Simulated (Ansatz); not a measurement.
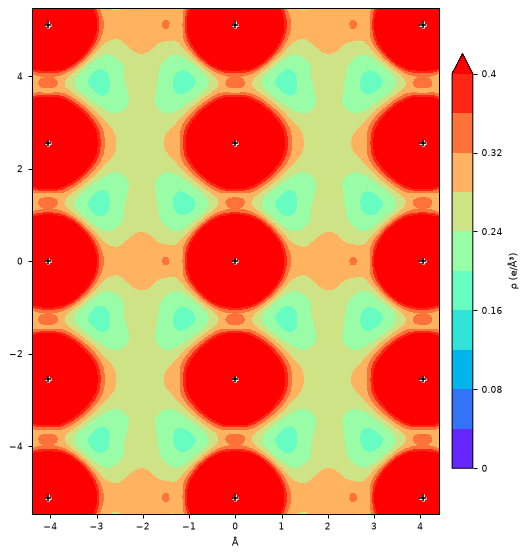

The valence electron density on a plane through atoms (crosses mark nuclei in the plane).

Theory: Ansatz 0.2.0, DFT PBEsol, scalar-relativistic, plane waves, PAW.

Candidates:
A. Ni₂Ge, a = 4.05 Å, b = 4.05 Å, c = 5.11 Å, α = 90.00°, β = 90.00°, γ = 120.00°. Space group P6₃/mmc; a structure from a database of computed crystals, not necessarily the ambient phase; changed on purpose from its base cell (equal strain along all axes, cell held, atoms relaxed: +2.0 %); computed pressure about −10 GPa in this cell; computed without spin polarisation.
B. Cu, a = 3.62 Å, b = 3.62 Å, c = 3.62 Å, α = 90.00°, β = 90.00°, γ = 90.00°. Space group Fm-3m; computed pressure about −6 GPa in this cell; computed without spin polarisation.

**Which system is this?**

Candidate A: Ni₂Ge on the (010) plane of the conventional cell, which holds Ni and Ge. Ni–Ge (2.56 Å): ρ is about 0.35 e/Å³ halfway, with its minimum of 0.3 e/Å³ about 1.4 Å from Ni.
